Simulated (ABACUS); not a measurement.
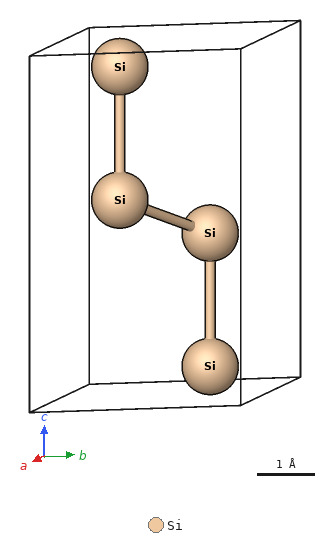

Fig. 1: The structure (ball-and-stick view of the cell of the calculation, seen slightly off an axis). An atom can appear more than once, as a periodic image.

# Run report: Si, band-structure run (part 1 of 2)

System: Si (P6₃/mmc, 4 atoms in the cell).
Method: Kohn-Sham DFT of a periodic cell, LDA, GBRV ultrasoft 1.5 LDA, no spin polarisation (ABACUS 3.10.1).

The structure derives from a Materials Project entry.

### The input
```
INPUT_PARAMETERS
suffix              Si
calculation         scf
basis_type          pw
pseudo_dir          ./
symmetry            1
dft_functional      pz
ecutwfc             40
pseudo_rcut         10
nspin               1
nbands              18
ks_solver           dav
smearing_method     fd
smearing_sigma      0.00367493
scf_thr             1e-08
scf_nmax            100
mixing_type         broyden
mixing_beta         0.7
cal_force           1
cal_stress          1
ecutrho             320
out_chg             1
kpar                4
```

### File STRU
```
ATOMIC_SPECIES
Si 28.0850 si_lda_v1.uspp.F.UPF

LATTICE_CONSTANT
1.8897261246

LATTICE_VECTORS
3.8313174605 0.0000000000 0.0000000000
-1.9156587303 3.3180182508 0.0000000000
0.0000000000 0.0000000000 6.3326220002

ATOMIC_POSITIONS
Direct

Si
0.0
4
0.6666666667 0.3333333333 0.9369905000 1 1 1
0.3333333333 0.6666666667 0.4369905000 1 1 1
0.6666666667 0.3333333333 0.5630095000 1 1 1
0.3333333333 0.6666666667 0.0630095000 1 1 1
```

### File KPT
```
K_POINTS
0
Gamma
6 6 3 0 0 0
```

Hardware: 4 threads of Intel Xeon (Granite Rapids), 32 GiB of memory available, shared host.

Run as:
```bash
OMP_NUM_THREADS=1 mpirun -np 4 abacus > log
```

### Log
```
ABACUS v3.10.1

               Atomic-orbital Based Ab-initio Computation at UStc

 ------------------------------------------------------------------------------------

 READING GENERAL INFORMATION
                           global_out_dir = OUT.Si/
                           global_in_card = INPUT
                               pseudo_dir = ./
                              orbital_dir =
                                    DSIZE = 4
                                    GSIZE = 1

 READING UNITCELL INFORMATION
                                    ntype = 1
                  lattice constant (Bohr) = 1.88973
              lattice constant (Angstrom) = 1

 READING ATOM TYPE 1
                               atom label = Si
                      L=0, number of zeta = 1
                      L=1, number of zeta = 1
                      L=2, number of zeta = 1
             number of atom for this type = 4

                        TOTAL ATOM NUMBER = 4
DIRECT COORDINATES
    atom                   x                   y                   z     mag                  vx                  vy                  vz
taud_Si1            0.6666666667        0.3333333333        0.9369905000  0.0000        0.0000000000        0.0000000000        0.0000000000
taud_Si2            0.3333333333        0.6666666667        0.4369905000  0.0000        0.0000000000        0.0000000000        0.0000000000
taud_Si3            0.6666666667        0.3333333333        0.5630095000  0.0000        0.0000000000        0.0000000000        0.0000000000
taud_Si4            0.3333333333        0.6666666667        0.0630095000  0.0000        0.0000000000        0.0000000000        0.0000000000

                          Volume (Bohr^3) = 543.259
                             Volume (A^3) = 80.5026

 Lattice vectors: (Cartesian coordinate: in unit of a_0)
             +3.83132                  +0                  +0
             -1.91566            +3.31802                  +0
                   +0                  +0            +6.33262
 Reciprocal vectors: (Cartesian coordinate: in unit of 2 pi/a_0)
            +0.261007           +0.150692                  -0
                   -0           +0.301385                  -0
                   +0                  -0           +0.157912
 The esolver type has been set to : ksdft_pw

                PAO radial cut off (Bohr) = 10

 Read in pseudopotential file is si_lda_v1.uspp.F.UPF
                     pseudopotential type = US
          exchange-correlation functional = PZ
                 nonlocal core correction = 1
                        valence electrons = 4
                                     lmax = 2
                           number of zeta = 2
                     number of projectors = 6
                           L of projector = 0
                           L of projector = 0
                           L of projector = 1
                           L of projector = 1
                           L of projector = 2
                           L of projector = 2
     initial pseudo atomic orbital number = 16

 SETUP THE ELECTRONS NUMBER
            electron number of element Si = 4
      total electron number of element Si = 16
            AUTOSET number of electrons:  = 16
                           occupied bands = 8
                                   NBANDS = 18
                                   NLOCAL = 36

 SETUP THE PLANE WAVE BASIS
 energy cutoff for charge/potential (unit:Ry) = 160
            fft grid for charge/potential = [ 30, 30, 50 ]
                        fft grid division = [ 1, 1, 1 ]
        big fft grid for charge/potential = [ 45, 45, 72 ]
                                     nbxx = 145800
                                     nrxx = 45000

 SETUP PLANE WAVES FOR CHARGE/POTENTIAL
                    number of plane waves = 18583
                         number of sticks = 583

 PARALLEL PW FOR CHARGE/POTENTIAL
     PROC   COLUMNS(POT)             PW
        1            583          18583
 --------------- sum -------------------
        1            583          18583
                            number of |g| = 949
                                  max |g| = 14.4542
                                  min |g| = 0

 energy cutoff for dense charge/potential (unit:Ry) = 320
      fft grid for dense charge/potential = [ 45, 45, 72 ]
                                     nrxx = 145800

 SETUP PLANE WAVES FOR dense CHARGE/POTENTIAL
                    number of plane waves = 52707
                         number of sticks = 1159

 PARALLEL PW FOR dense CHARGE/POTENTIAL
     PROC   COLUMNS(POT)             PW
        1           1159          52707
 --------------- sum -------------------
        1           1159          52707
                            number of |g| = 2410
                                  max |g| = 28.9377
                                  min |g| = 0

----------- Double Check Mixing Parameters Begin ------------
mixing_type: broyden
mixing_beta: 0.7
mixing_gg0: 1
mixing_gg0_min: 0.1
mixing_ndim: 8
----------- Double Check Mixing Parameters End ------------

 LATTICE VECTORS: (CARTESIAN COORDINATE: IN UNIT OF A0)
             +3.83132                  +0                  +0
             -1.91566            +3.31802                  +0
                   +0                  +0            +6.33262
                       right hand lattice = 1
                                   NORM_A = 3.83132
                                   NORM_B = 3.83132
                                   NORM_C = 6.33262
                           ALPHA (DEGREE) = 90
                           BETA  (DEGREE) = 90
                           GAMMA (DEGREE) = 120

 The lattice vectors have been changed (STRU_SIMPLE.cif)

(for optimal symmetric configuration:)
                             BRAVAIS TYPE = 4
                     BRAVAIS LATTICE NAME = 04. Hexagonal cell
                                    ibrav = 4
                                    IBRAV = 4
                                  BRAVAIS = HEXAGONAL CELL
                       LATTICE CONSTANT A = 3.83132
                                C/A RATIO = 1.65286
Original cell was already a primitive cell.
                        ROTATION MATRICES = 24
              PURE POINT GROUP OPERATIONS = 12
                   SPACE GROUP OPERATIONS = 24
                                       C2 = 3
                                       C3 = 2
                                       C4 = 0
                                       C6 = 0
                                       S1 = 3
                                       S3 = 0
                                       S4 = 0
                                       S6 = 2
                              POINT GROUP = D_3d
                                       C2 = 7
                                       C3 = 2
                                       C4 = 0
                                       C6 = 2
                                       S1 = 7
                                       S3 = 2
                                       S4 = 0
                                       S6 = 2
               POINT GROUP IN SPACE GROUP = D_6h

 SETUP K-POINTS
                                    nspin = 1
                   Input type of k points = Monkhorst-Pack(Gamma)
                                   nkstot = 108
                       right hand lattice = 1
(for reciprocal lattice: )
                             BRAVAIS TYPE = 4
                     BRAVAIS LATTICE NAME = 04. Hexagonal cell
                                    ibrav = 4
                       right hand lattice = 1
(for k-lattice: )
                             BRAVAIS TYPE = 4
                     BRAVAIS LATTICE NAME = 04. Hexagonal cell
                                    ibrav = 4
                       right hand lattice = 1
                        ROTATION MATRICES = 24
                               nkstot_ibz = 14
K-POINTS REDUCTION ACCORDING TO SYMMETRY
     IBZ    DIRECT_X    DIRECT_Y    DIRECT_Z  WEIGHT  ibz2bz
       1  0.00000000  0.00000000  0.00000000  0.0093       0
       2 -0.16666667  0.16666667  0.00000000  0.0556       1
       3 -0.33333333  0.33333333  0.00000000  0.0556       2
       4  0.50000000  0.50000000  0.00000000  0.0278       3
       5 -0.16666667  0.33333333  0.00000000  0.0556       7
       6  0.50000000  0.33333333  0.00000000  0.1111       8
       7  0.33333333  0.33333333  0.00000000  0.0185      14
       8  0.00000000  0.00000000  0.33333333  0.0185      36
       9 -0.16666667  0.16666667  0.33333333  0.1111      37
      10 -0.33333333  0.33333333  0.33333333  0.1111      38
      11  0.50000000  0.50000000  0.33333333  0.0556      39
      12 -0.16666667  0.33333333  0.33333333  0.1111      43
      13  0.50000000  0.33333333  0.33333333  0.2222      44
      14  0.33333333  0.33333333  0.33333333  0.0370      50

                               nkstot now = 14
[... K-POINTS DIRECT COORDINATES: 14 rows ...]

           k-point number in this process = 4
       minimum distributed K point number = 3
[... stars of the k points ...]

[... K-POINTS CARTESIAN COORDINATES: 4 rows ...]

[... K-POINTS DIRECT COORDINATES: 4 rows ...]

 SETUP PLANE WAVES FOR WAVE FUNCTIONS
     energy cutoff for wavefunc (unit:Ry) = 40
              fft grid for wave functions = [ 30, 30, 50 ]
                    number of plane waves = 3405
                         number of sticks = 187

 PARALLEL PW FOR WAVE FUNCTIONS
     PROC   COLUMNS(POT)             PW
        1            187           3405
 --------------- sum -------------------
        1            187           3405

 SETUP NONLOCAL PSEUDOPOTENTIALS IN PLANE WAVE BASIS
 Si non-local projectors:
 projector 1 L=0
 projector 2 L=0
 projector 3 L=1
 projector 4 L=1
 projector 5 L=2
 projector 6 L=2
      TOTAL NUMBER OF NONLOCAL PROJECTORS = 72

 Init Non-Local PseudoPotential table :
 Init Non-Local-Pseudopotential done.

                                     npwx = 2337

 Make real space PAO into reciprocal space.
       max mesh points in Pseudopotential = 717
     dq(describe PAO in reciprocal space) = 0.01
                                    max q = 763

 number of pseudo atomic orbitals for Si is 2
WARNING: norm of atomic wavefunction # 2 of atomic type Si is 0.99985, renormalized

 -------------------------------------------
 SELF-CONSISTENT
 -------------------------------------------
                                 init_chg = atomic

 PW ALGORITHM --------------- ION=   1  ELEC=   1--------------------------------

 Notice: Threshold on eigenvalues was too large.
 hsover_error=0.16 > DRHO=0.118839
 Origin diag ethr = 0.01
 New diag ethr = 0.000742745

 Density error is 0.117743702039
                          Error Threshold = 0.000742744874987
----------------------------------------------------------
     Energy           Rydberg                 eV
```
